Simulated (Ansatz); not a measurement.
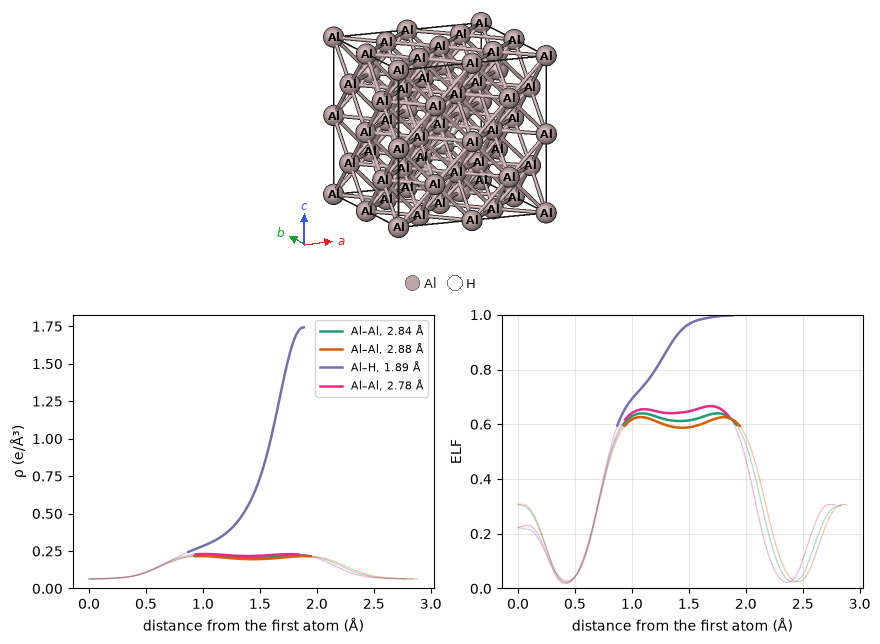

The picture shows: Al₃₂H (cell with a defect). Valence charge density (pseudo) and ELF along straight lines between neighbouring atoms. Thin, pale parts lie inside the atomic spheres. The structure is drawn too.

Computed without spin polarisation.

Computed with DFT LDA, scalar-relativistic, plane waves, PAW (Ansatz).

The density is the valence pseudo-density of a PAW calculation; it isn't the true density close to the nuclei.

Question: Compare the contacts.

Answer: Al–Al (2.84 Å): ρ is about 0.2 e/Å³ halfway; the ELF peaks at about 0.65 between the atoms.
Al–Al (2.88 Å): ρ is about 0.2 e/Å³ halfway; the ELF peaks at about 0.65 between the atoms.
Al–H (1.89 Å): ρ at the midpoint is about 0.27 e/Å³; the ELF climbs to about 1 towards the hydrogen.
Al–Al (2.78 Å): ρ at the midpoint is about 0.22 e/Å³; the ELF peaks at about 0.65 between the atoms.
